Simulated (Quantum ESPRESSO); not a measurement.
**Energy of Ag2O along an even scaling of the cell**

System: Ag2O (Pn-3m, 6 atoms in the cell).
Method: Kohn-Sham DFT of a periodic cell, PBE, SSSP 1.3 efficiency PBE, no spin polarisation (Quantum ESPRESSO 7.5).

The 7 runs differ only in the geometry, by an even scaling of the cell at fixed fractional positions. The structure derives from an entry of the Crystallography Open Database.

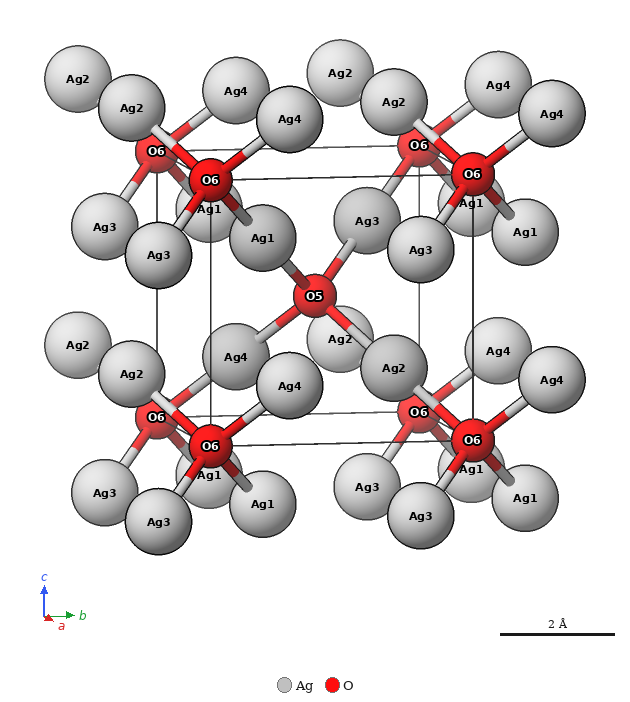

Figure 1. The structure of run 4 (ball-and-stick view of the cell of the calculation, seen slightly off an axis; neighbours outside the cell are drawn fainter; atoms are numbered from 1 in the order of the input).

**Input of run 4**
```
&CONTROL
  calculation = 'scf'
  prefix = 'pwscf'
  outdir = './tmp'
  pseudo_dir = './pseudo'
  tstress = .true.
  disk_io = 'nowf'
/
&SYSTEM
  ibrav = 0
  nat = 6
  ntyp = 2
  ecutwfc = 60
  ecutrho = 440
  nbnd = 57
  occupations = 'smearing'
  smearing = 'fd'
  degauss = 0.00367493
/
&ELECTRONS
  conv_thr = 1.2d-09
  electron_maxstep = 120
  mixing_beta = 0.5
/
ATOMIC_SPECIES
Ag   107.8682 Ag_ONCV_PBE-1.0.oncvpsp.upf
O     15.9990 O.pbe-n-kjpaw_psl.0.1.UPF
CELL_PARAMETERS angstrom
   4.7180000000    0.0000000000    0.0000000000
   0.0000000000    4.7180000000    0.0000000000
   0.0000000000    0.0000000000    4.7180000000
ATOMIC_POSITIONS crystal
Ag     0.7500000000    0.2500000000    0.7500000000
Ag     0.7500000000    0.7500000000    0.2500000000
Ag     0.2500000000    0.7500000000    0.7500000000
Ag     0.2500000000    0.2500000000    0.2500000000
O      0.5000000000    0.5000000000    0.5000000000
O      0.0000000000    0.0000000000    0.0000000000
K_POINTS automatic
6 6 6 0 0 0
```

Command:
```bash
OMP_NUM_THREADS=1 mpirun -n 2 pw.x -nk 2 -in pw.in > pw.out
```

Run 2 differs from it as follows:
```diff
-   4.7180000000    0.0000000000    0.0000000000
-   0.0000000000    4.7180000000    0.0000000000
-   0.0000000000    0.0000000000    4.7180000000
+   4.6542354267    0.0000000000    0.0000000000
+   0.0000000000    4.6542354267    0.0000000000
+   0.0000000000    0.0000000000    4.6542354267
```

**Results, with one run withheld**

| run | volume per atom (Å³) | free energy per atom, from the lowest run given (meV) | pressure (GPa) | gap on the mesh (eV) |
| --- | --- | --- | --- | --- |
| 1 | 16.453 | 72.57 | 11.94 | 0.11 |
| 2 | 16.803 | ? | ? | ? |
| 3 | 17.153 | 30.85 | 7.11 | 0.00 |
| 4 | 17.503 | 17.33 | 5.09 | 0.00 |
| 5 | 17.853 | 7.97 | 3.29 | 0.00 |
| 6 | 18.204 | 2.34 | 1.70 | 0.00 |
| 7 | 18.554 | 0.00 | 0.27 | 0.00 |

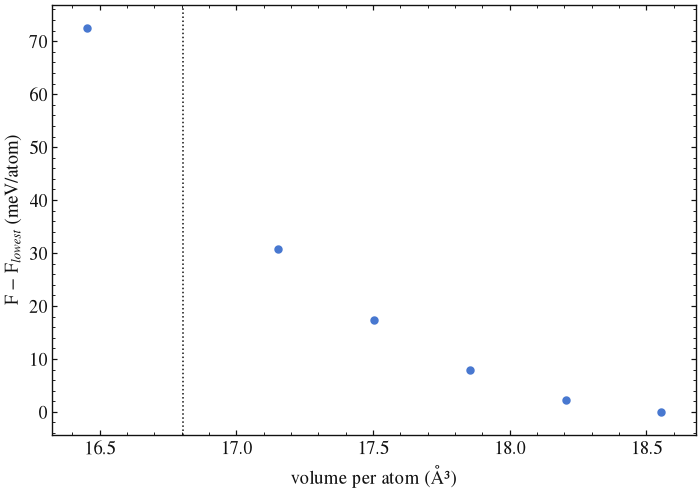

Figure 2. Free energy per atom of the runs given; the dotted line marks run 2.

What should run 2 give?

A cubic polynomial in V^(−2/3) (the Birch–Murnaghan form), fitted to the 6 runs given, misses them by at most 0.01 meV per atom. With x = V^(−2/3) − 0.14781 Å⁻², it reads F = 14.42 + 5228.9 x + 4.8148e+05 x² + 1.9708e+06 x³ (meV per atom). At run 2 it gives 49.07 meV per atom, and the run itself gives 49.08. The slope of the fit gives a pressure −dF/dV of 9.50 GPa there, and the run prints 9.38 GPa. The two needn't agree exactly: the fit is approximate, and the printed stress is taken on a finite basis. The fit has no minimum inside this range. The gap on the mesh lies between 0.00 eV (run 2) and 0.11 eV (run 1); run 2 has 0.00 eV. These are gaps of this functional on this mesh, which can miss the band edges; they aren't the measured gap.

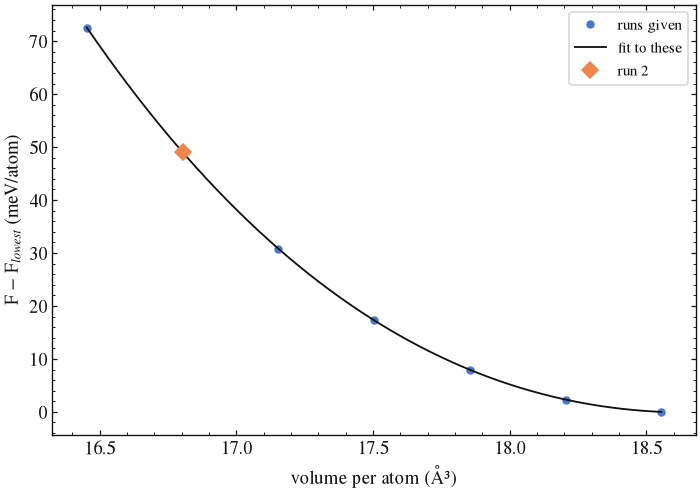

Figure 3. The fit and the withheld run.

**Some lines of the output (run 2)**
```
[...]
     total energy              =   -1232.08998957 Ry
     total energy              =   -1232.28050197 Ry
     total energy              =   -1232.37638900 Ry
     total energy              =   -1232.37885337 Ry
     total energy              =   -1232.37900848 Ry
     total energy              =   -1232.37903236 Ry
     total energy              =   -1232.37903375 Ry
     total energy              =   -1232.37903406 Ry
     total energy              =   -1232.37903408 Ry
     the Fermi energy is    12.2523 ev
!    total energy              =   -1232.37903408 Ry
     The total energy is F=E-TS. E is the sum of the following terms:
     Computing stress (Cartesian axis) and pressure
          total   stress  (Ry/bohr**3)                   (kbar)     P=       93.82
```
